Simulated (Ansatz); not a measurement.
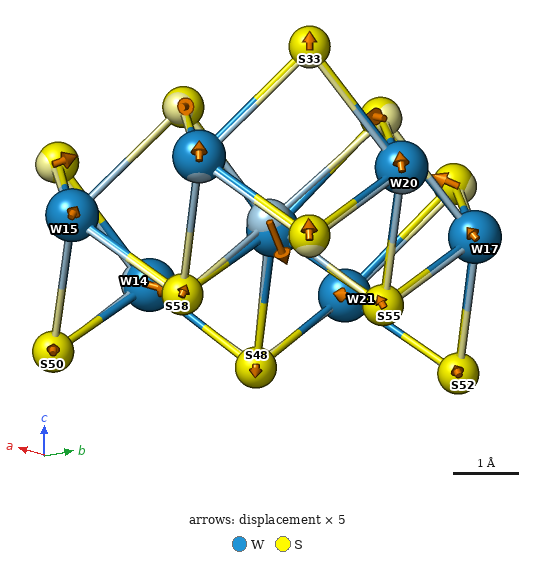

This is a relaxation of a defect cell of composition W24S47. The starting structure is drawn faded, the final one solid; orange arrows show the displacements, 5 times their true length.

Style: ball-and-stick. Shown: the atoms within 5.0 Å of the atom that moves most (axes of the cell of the calculation (origin shifted)), from a free direction.

Case: S vacancy (site f), charge +0, atoms relaxed at the host's cell.

Theory: DFT PBE, scalar-relativistic, plane waves, PAW in Ansatz. (plane-wave cutoff 420 eV; k-point mesh 2 × 2 × 2; occupations gaussian; smearing width 0.01 eV; no spin polarisation; atoms relaxed in a fixed cell; force threshold 0.025 eV/Å; at most 45 steps)

**What did the optimiser do to the structure, and how much energy did it gain?**

The largest move is that of a W atom, 0.17 Å along [−2 −1 −1]. By element the largest moves are W 0.17 Å, S 0.09 Å. The lattice vectors keep their values. Near-neighbour distances that change, for instance: W–W 3.253 → 3.062 Å, W–W 3.224 → 3.062 Å, W–W 3.110 → 3.243 Å, S–W 2.291 → 2.418 Å. Among the angles between lasting bonds that change: S–W–S 85.7° → 79.7°, S–W–S 131.3° → 137.0°, S–W–S 78.6° → 83.0°. After 3 accepted moves (4 points after the start) the energy has fallen by 0.568 eV per cell of the calculation. The largest force component goes from 2.8 to 0.016 eV/Å. 1 step only repeated the SCF at the same geometry. Cost: 4.6 min on 8 threads of Intel(R) Xeon(R) Platinum 8488C (Sapphire Rapids), with other jobs on the host, peak memory 16 GiB.
